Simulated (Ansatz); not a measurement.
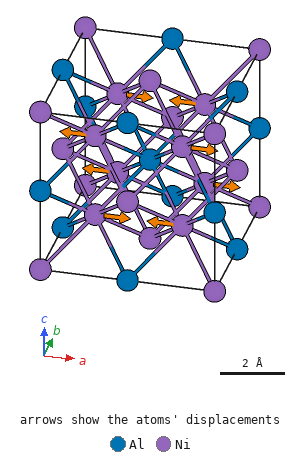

Normal modes of a crystal of AlNi$_{3}$, space group Fm-3m (No. 225), at the zone centre. The optical levels lie at 178 (×3), 229 (×3), 316 (×3) cm⁻¹. One mode is drawn. The orange arrows give the relative displacements of the atoms. Style: ball-and-stick. Shown: the conventional cell (4 times the calculation's cell), from a free direction. Lengths and directions refer to the drawn axes.

Theory: DFT PBE, scalar-relativistic, plane waves, PAW (Ansatz 0.2.0). Settings: plane-wave cutoff 420 eV; k-point mesh 14 × 14 × 14; occupations fermi dirac; smearing width 0.15 eV; no spin polarisation.

The frequencies depend somewhat on the k-mesh and the smearing.

Question: Which of these frequencies is the drawn mode's?

Answer: The level at 178 cm⁻¹. This is the T₂g mode (triply degenerate; one member of the set is drawn), the lowest optical level, Raman-active by symmetry. The Al and Ni (4a) atoms stay at rest; all motion is along a; atoms of one kind move against one another, with no net shift of their sublattice.

Limits of the set-up: an element that often carries a moment was run without spin polarisation.
